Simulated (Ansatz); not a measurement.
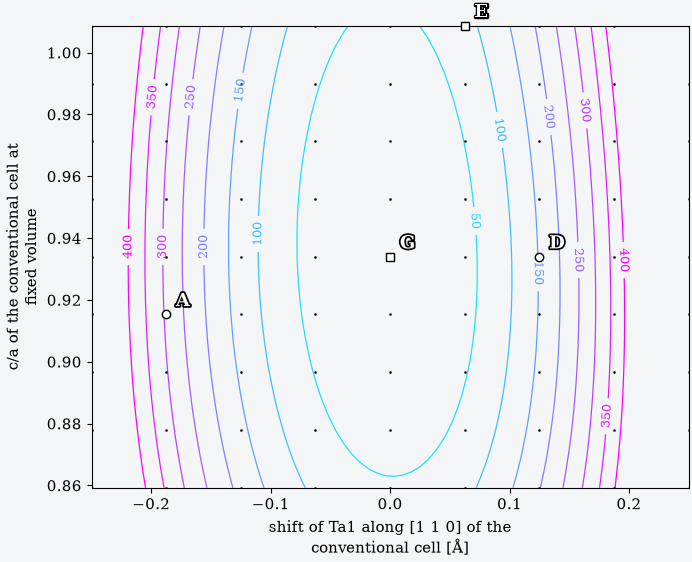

Ta₂N (P-31m, No. 162; 9 atoms in the cell). The energy is mapped over a free internal coordinate and the cell. The first coordinate is: shift of Ta1 along [1 1 0] of the conventional cell, Cartesian (0.5 0.87 0), its symmetry partners moved as symmetry demands (measured in the relaxed cell); the second: c/a of the conventional cell at fixed volume. Nothing is relaxed (all other coordinates fixed). The scan uses a 9 × 9 grid. Points are written as (first, second). Energies are in meV/atom, from the lowest grid point. Computed with DFT LDA, scalar-relativistic, plane waves, PAW (Ansatz 0.2.0). Settings: cutoff 520 eV, k-mesh 9×9×8 in the order of the run's cell vectors, gaussian smearing 0.15 eV, no spin polarisation.

Drawn: contour lines labelled in meV/atom (none above 400), dots at the grid points, lettered points. Between grid points the surface is interpolated.

Q: Rank the lettered points by energy, lowest first.

A: G (0 meV/atom), E (85 meV/atom), D (153 meV/atom), A (294 meV/atom).

Q: What kind of point is each of A, D, G: minimum, saddle, maximum or slope?

A: A: on a slope; D: on a slope; G: minimum. (In these two coordinates alone; a stationary point may lie a little off the grid point.)

PAW datasets: the set soft_1.
